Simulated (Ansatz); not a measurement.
## Run report: Ba4Ti5O12, single-point calculation (part 2 of 2)

Continued. System: Ba4Ti5O12 (slab, 21 atoms in the cell). Method: DFT PBEsol, scalar-relativistic, plane waves, PAW, no spin polarisation (Ansatz 0.2.0); cutoff 420 eV, 6×6×1 k-mesh, Gaussian smearing of 0.05 eV. The structure derives from an entry of the Crystallography Open Database. It belongs to a series of runs on one base structure; here: ramp position: 0.73.

Geometry of the input (Å; fractional positions):
```
5.6142  0.0000  0.0000
-2.8071  4.8621  0.0000
0.0000  0.0000  24.1680
Ti 0.6667  0.3333  0.3103
Ba 0.0000  0.0000  0.3577
O  0.5000  0.5000  0.3577
O  0.5000  0.0000  0.3577
O  -0.0000  0.5000  0.3577
Ti 0.3333  0.6667  0.4052
Ba 0.6667  0.3333  0.4526
O  0.1667  0.8333  0.4526
O  0.1667  0.3333  0.4526
O  0.6667  0.8333  0.4526
Ti 0.0000  0.0000  0.5000
Ba 0.3333  0.6667  0.5474
O  0.8333  0.1667  0.5474
O  0.8333  0.6667  0.5474
O  0.3333  0.1667  0.5474
Ti 0.6667  0.3333  0.5948
Ba 0.0000  0.0000  0.6423
O  0.5000  0.5000  0.6423
O  0.5000  0.0000  0.6423
O  -0.0000  0.5000  0.6423
Ti 0.3333  0.6667  0.6897
```

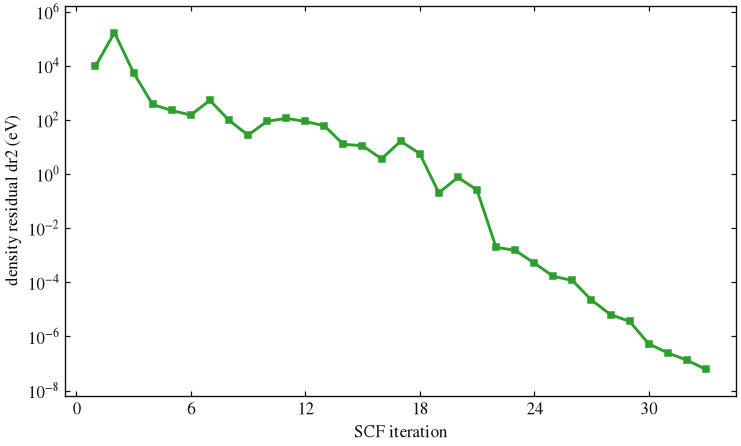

Fig. 1: Convergence of the self-consistent field: density residual dr2 against the SCF iteration. The residual falls unevenly and jumps up by a factor of two or more 5 times on the way down.

```
SCF converged after 33 iterations
Free energy (F): -42575.018384 eV
Harris-Foulkes:  -42575.018384 eV  (|F-HF|=5.47e-8)
Internal energy: -42574.996675 eV  (E = F + TS)
E sigma→0 (E₀):  -42575.007529 eV
Entropy (-TS):   -0.021709 eV (-1.034 meV/atom)
Fermi energy:    2.487208 eV
Dipole field:    D = 0.408829 V/Å  (p = 1.490507 e·Å, saw-weighted, corrected)
Work function:   Φ+ = -3.5287 eV (in doubt: plateau slope 2.9e0 eV/Å)   Φ− = 7.6483 eV (in doubt: plateau slope 4.0e-1 eV/Å)
Levels:          The Fermi level and band energies are counted from a zero that moves with the ramp; work functions are not
Vacuum region:   at the solve's end the planar-averaged density reaches 4.67e-1 e/Å³ inside the ramp window [0.6886, 0.8114] (bound 1e-5 e/Å³)
--- Per-component energies (eV) ---
  E_band       = -2472.792318
  E_kinetic    = 4138.606843
  E_local      = -148808.032893  (includes V_loc(G=0)·N_el)
  E_nonlocal   = 850.507637
  E_hartree    = 72735.532578
  E_xc         = -2033.893116
  E_vxc        = -2283.541622  (∫ρ·V_xc dr)
  E_paw        = -27494.978351  (= ΣΔE_a)
  E_vpaw       = -1417.120616  (= ΣTr[D̂ρ^β])
  E_aug_tail   = 0.029745  (compensation charges beyond the density's cutoff)
  E_efield     = 0.304681  (sawtooth field / dipole correction)
  E_vefield    = -424.255813  (∫n·V_field dr)
  E_ewald      = 58035.200092
  E_core_change = 1.726109  (= ΣΔE_core)
  E_smearing   = -0.021709  (= −TS)
  E_closure    = -0.000000  (closes the sum)
  Σ components = -42575.018384   (vs F -42575.018384, Δ=0.00e0)
--- Forces (eV/Å), atoms counted from 1 ---
  atom   1  Ti     0.00000000    -0.00000000     5.79159516
  atom   2  Ba     0.00000000    -0.00000000     0.84267590
  atom   3  O      1.30225079    -0.75185484    -2.13533695
  atom   4  O      0.00000000     1.50370968    -2.13533695
  atom   5  O     -1.30225079    -0.75185484    -2.13533695
  atom   6  Ti     0.00000000     0.00000000     0.56270331
  atom   7  Ba     0.00000000     0.00000000     0.25504265
  atom   8  O      0.01330665    -0.00768260    -0.41616054
  atom   9  O      0.00000000     0.01536520    -0.41616054
  atom  10  O     -0.01330665    -0.00768260    -0.41616054
  atom  11  Ti     0.00000000    -0.00000000     0.05957141
  atom  12  Ba    -0.00000000    -0.00000000    -0.34166260
  atom  13  O      0.11339565    -0.06546901     0.40491110
  atom  14  O      0.00000000     0.13093802     0.40491110
  atom  15  O     -0.11339565    -0.06546901     0.40491110
  atom  16  Ti    -0.00000000     0.00000000    -0.72005612
  atom  17  Ba    -0.00000000    -0.00000000    -1.63277017
  atom  18  O     -1.03016382     0.59476536     2.09225285
  atom  19  O     -0.00000000    -1.18953071     2.09225285
  atom  20  O      1.03016382     0.59476536     2.09225285
  atom  21  Ti    -0.00000000     0.00000000    -6.73269675
  max |Σ_I F_I| component: 2.08e0 eV/Å
--- Stress (GPa, compression-positive) ---
       -0.975836      -0.000000      -0.000000
       -0.000000      -0.975836      -0.000000
       -0.000000      -0.000000      -2.754628
  P = ⅓ Tr σ = -1.5688 GPa (-15.688 kbar)
--- Band table (eV; the first three rows and the last of 7) ---
  k-point 0: bands = ["-55.7633", "-55.5289", "-55.4390", "-55.3414", "-55.2898", "-32.1888", "-32.1888", "-32.1554", "-32.1281", "-31.9223", "-31.9223", "-31.8534", "-31.8534", "-31.8440", "-31.7531", "-31.7531", "-31.7493", "-31.7193", "-31.7193", "-31.6797", "-25.4778", "-25.1775", "-24.1684", "-24.0122", "-16.7345", "-16.5993", "-16.2690", "-16.2009", "-16.2009", "-16.0436", "-16.0436", "-15.7816", "-15.7241", "-15.7241", "-15.5799", "-15.5799", "-10.9940", "-10.9940", "-10.9671", "-10.7279", "-10.7279", "-10.5756", "-9.8827", "-9.8827", "-9.5268", "-9.5257", "-9.5257", "-9.2698", "-4.1016", "-3.7684", "-3.4491", "-3.4491", "-3.3074", "-3.2428", "-3.2428", "-2.9826", "-2.6975", "-2.6975", "-2.4836", "-2.4102", "-2.4102", "-2.4080", "-2.2226", "-2.2226", "-2.1534", "-2.0822", "-2.0822", "-1.9474", "-1.9474", "-1.3795", "-1.3795", "-1.0530", "-0.8915", "-0.7579", "-0.7579", "-0.7567", "-0.5656", "-0.5656", "-0.3695", "-0.0576", "-0.0576", "-0.0073", "-0.0073", "0.1305", "2.1414", "2.1537", "2.1537", "2.3839", "2.4892", "2.4892", "2.6098", "2.7559", "3.0388", "3.0388", "3.3393", "3.3393", "3.3507", "3.4367", "3.4367", "4.1141", "4.1141", "4.1177", "4.7370", "4.7370", "4.8041", "5.2298", "5.2298"]
  k-point 1: bands = ["-55.7633", "-55.5289", "-55.4390", "-55.3414", "-55.2898", "-32.1890", "-32.1889", "-32.1554", "-32.1282", "-31.9225", "-31.9224", "-31.8538", "-31.8535", "-31.8441", "-31.7539", "-31.7534", "-31.7493", "-31.7191", "-31.7190", "-31.6792", "-25.4737", "-25.1732", "-24.1564", "-24.0179", "-16.7571", "-16.6210", "-16.3775", "-16.2103", "-16.2056", "-16.0521", "-16.0518", "-15.8077", "-15.7276", "-15.6802", "-15.6313", "-15.6023", "-10.9464", "-10.9303", "-10.8359", "-10.6630", "-10.5711", "-10.5564", "-9.8136", "-9.7161", "-9.5254", "-9.4937", "-9.4029", "-9.2853", "-4.0209", "-3.8049", "-3.4703", "-3.4537", "-3.3412", "-3.2431", "-3.1432", "-3.0641", "-2.7918", "-2.7152", "-2.7088", "-2.5316", "-2.4817", "-2.4244", "-2.3433", "-2.2444", "-2.2118", "-2.1454", "-1.9895", "-1.9712", "-1.9567", "-1.4776", "-1.4243", "-1.2847", "-1.0516", "-1.0509", "-0.8237", "-0.8148", "-0.6726", "-0.5888", "-0.5510", "-0.3814", "-0.1534", "-0.1356", "-0.0521", "0.0543", "2.2067", "2.2695", "2.3438", "2.3695", "2.6008", "2.6110", "2.6650", "2.7470", "3.0351", "3.1537", "3.3299", "3.3346", "3.4769", "3.5329", "3.5726", "4.1133", "4.1542", "4.1587", "4.6728", "4.6914", "4.7412", "5.3787", "5.4111"]
  k-point 2: bands = ["-55.7633", "-55.5289", "-55.4390", "-55.3414", "-55.2898", "-32.1894", "-32.1890", "-32.1554", "-32.1282", "-31.9229", "-31.9226", "-31.8546", "-31.8538", "-31.8443", "-31.7552", "-31.7539", "-31.7495", "-31.7185", "-31.7183", "-31.6783", "-25.4656", "-25.1645", "-24.1284", "-24.0331", "-16.8195", "-16.6597", "-16.4547", "-16.2925", "-16.2288", "-16.1493", "-16.0681", "-15.8056", "-15.7280", "-15.7275", "-15.6526", "-15.6067", "-10.9047", "-10.7991", "-10.5285", "-10.5281", "-10.5030", "-10.2389", "-9.6580", "-9.5125", "-9.4436", "-9.3541", "-9.3200", "-9.1541", "-3.9387", "-3.7704", "-3.6088", "-3.4780", "-3.4629", "-3.3411", "-3.2480", "-3.1681", "-3.0087", "-2.8827", "-2.7406", "-2.6886", "-2.5625", "-2.4764", "-2.4246", "-2.3645", "-2.3574", "-2.2601", "-2.0740", "-2.0667", "-1.8527", "-1.8354", "-1.6660", "-1.5747", "-1.4191", "-1.1543", "-1.0325", "-0.9312", "-0.9221", "-0.7136", "-0.7084", "-0.6643", "-0.4847", "-0.3329", "-0.2748", "0.0666", "2.2946", "2.4404", "2.5335", "2.6188", "2.6702", "2.8287", "2.8370", "2.8788", "3.0185", "3.2890", "3.3043", "3.3799", "3.5526", "3.7717", "3.8037", "4.1427", "4.1850", "4.2140", "4.4336", "4.4610", "4.6573", "5.3857", "5.4583"]
  k-point 6: bands = ["-55.7633", "-55.5289", "-55.4390", "-55.3413", "-55.2898", "-32.1895", "-32.1892", "-32.1554", "-32.1282", "-31.9233", "-31.9226", "-31.8547", "-31.8544", "-31.8445", "-31.7553", "-31.7552", "-31.7496", "-31.7182", "-31.7176", "-31.6776", "-25.4597", "-25.1582", "-24.0988", "-24.0526", "-16.7555", "-16.6453", "-16.5743", "-16.4324", "-16.4287", "-16.1653", "-16.0063", "-15.8293", "-15.7839", "-15.6683", "-15.6244", "-15.6164", "-10.8765", "-10.5012", "-10.4912", "-10.4705", "-10.2300", "-10.1958", "-9.4576", "-9.4039", "-9.2934", "-9.2616", "-9.2205", "-9.1839", "-3.7931", "-3.7394", "-3.7191", "-3.5925", "-3.5010", "-3.2697", "-3.2555", "-3.1665", "-3.1581", "-3.0770", "-2.8709", "-2.8706", "-2.8073", "-2.7342", "-2.6623", "-2.4033", "-2.3915", "-2.3818", "-2.1686", "-2.0127", "-2.0106", "-1.8343", "-1.7908", "-1.4600", "-1.3324", "-1.2588", "-1.2312", "-1.0020", "-0.9892", "-0.9761", "-0.8807", "-0.8608", "-0.8303", "-0.3812", "-0.3701", "-0.3259", "2.5798", "2.6044", "2.7046", "2.7818", "2.8182", "2.8542", "2.8899", "2.9652", "3.0764", "3.2679", "3.3798", "3.4029", "3.8129", "3.8322", "3.8733", "4.1951", "4.2048", "4.2263", "4.3166", "4.3479", "4.3572", "5.3252", "5.3380"]
```

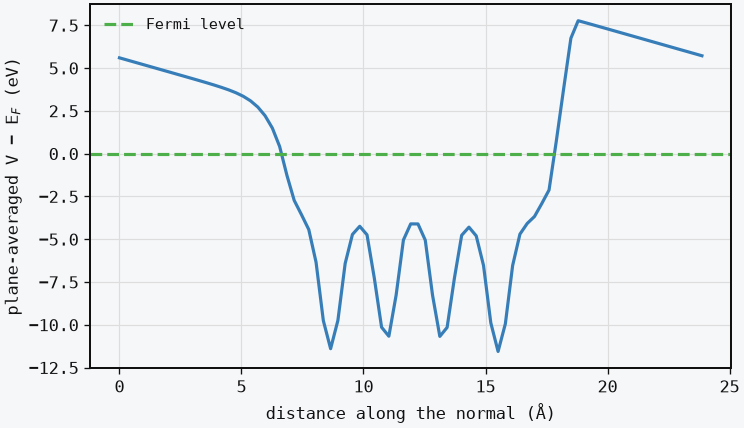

Fig. 2: Plane average of the electrostatic potential energy of an electron across the cell, from the Fermi level. The vacuum level lies −3.53 eV above the Fermi level on the upper side and 7.65 eV on the lower.

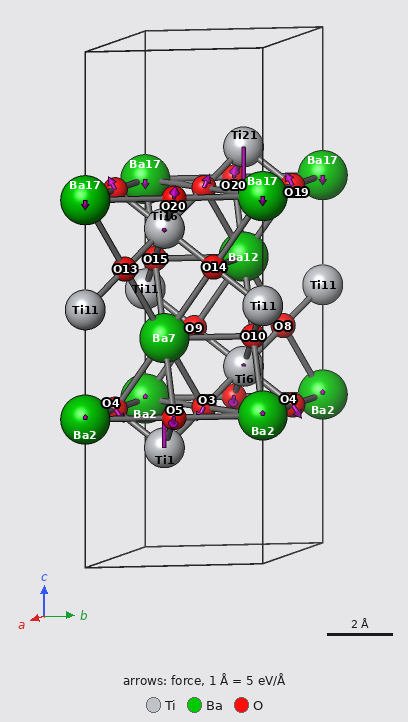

Fig. 3: Forces on the atoms as pink arrows (ball-and-stick view of the cell of the calculation, with the vacuum cut short, seen slightly off an axis; atoms are numbered from 1 in the order of the input); the smallest are left out. The largest act on Ti21 (6.73 eV/Å); Ti1 (5.79 eV/Å); O3, O4, O5 (2.61 eV/Å); O18, O19, O20 (2.41 eV/Å). The geometry is not a stationary point of this energy.
